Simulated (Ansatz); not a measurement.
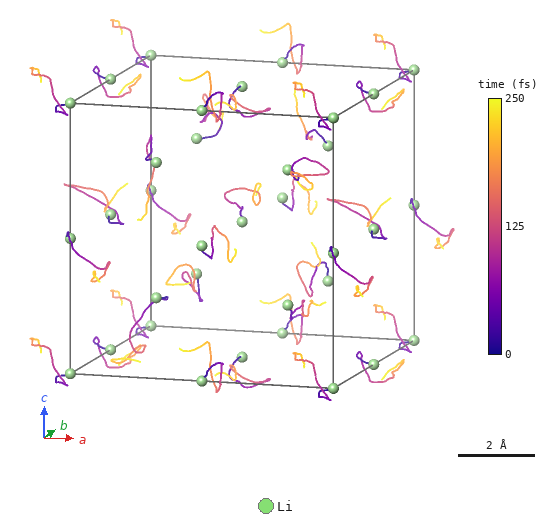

Molecular dynamics of a 16-atom cell of Li, 250 fs long. The cell was cut from the bcc crystal. Lines trace each atom's path, coloured by time; spheres stand at the starting positions. Seen slightly off an axis in the simulation cell.

Method: Ansatz 0.2.0, DFT PBEsol, scalar-relativistic, plane waves, PAW. Set-up: plane-wave cutoff 420 eV; k-point mesh 2 × 2 × 2; Fermi-Dirac smearing 0.16 eV; volume 1.15 times that of the relaxed crystal; Langevin thermostat (NVT); set temperature 1800 K; time step 1 fs; friction 0.02 per fs.

Input
```yaml
crystal:
  lattice:
    - [7.312873, 0.0, 0.0]
    - [0.0, 7.312873, 0.0]
    - [0.0, 0.0, 7.312873]
  atoms:
    - { symbol: Li, position: [0.0, 0.0, 0.0] }
    - { symbol: Li, position: [0.5, 0.0, 0.0] }
    - { symbol: Li, position: [0.0, 0.5, 0.0] }
    - { symbol: Li, position: [0.0, 0.0, 0.5] }
    - { symbol: Li, position: [0.25, 0.25, 0.25] }
    - { symbol: Li, position: [0.5, 0.5, 0.0] }
    - { symbol: Li, position: [0.5, 0.0, 0.5] }
    - { symbol: Li, position: [0.75, 0.25, 0.25] }
    - { symbol: Li, position: [0.0, 0.5, 0.5] }
    - { symbol: Li, position: [0.25, 0.75, 0.25] }
    - { symbol: Li, position: [0.25, 0.25, 0.75] }
    - { symbol: Li, position: [0.5, 0.5, 0.5] }
    - { symbol: Li, position: [0.75, 0.75, 0.25] }
    - { symbol: Li, position: [0.75, 0.25, 0.75] }
    - { symbol: Li, position: [0.25, 0.75, 0.75] }
    - { symbol: Li, position: [0.75, 0.75, 0.75] }
basis:
  ecutwfc: 420.0
kpoints:
  mp_grid: { grid: [2, 2, 2] }
hamiltonian:
  xc: pbesol
scf:
  occupations: { method: fermi_dirac, width: 0.16 }
  lower_state_search: "off"
md:
  timestep: 1
  n_steps: 250
  ensemble: nvt_langevin
  temperature: 1800.0
  initial_velocities: maxwell_boltzmann
  seed: 370879
  friction: 0.02
```

Launched with:
```bash
ansatz run input.yaml --threads 1 --pin off --max-ram 3072MiB --backend cpu --events-out ev --progress --plain --runs-dir out
```

Describe the motion.

Answer. In the second half of the run the atoms are, in the root-mean-square, this far from where they began (common drift taken out): Li 1.28 Å. That is a large part of the typical shortest distance between atoms in the first frame, about 3.2 Å and still growing: the atoms leave their places as in a liquid, so the crystal loses its order. Over the second half the temperature averages 1692 K (spread ±302 K). The potential energy is still drifting at the end, so the run hasn't reached equilibrium. The potential energy in the second half lies on average 228 meV per atom above the first frame.

Limits of the set-up: the k-point mesh is coarse for a cell with partly filled bands.

The run took 18 min on 1 thread of Arm Neoverse V1, on a shared host, peak memory 0.53 GiB.
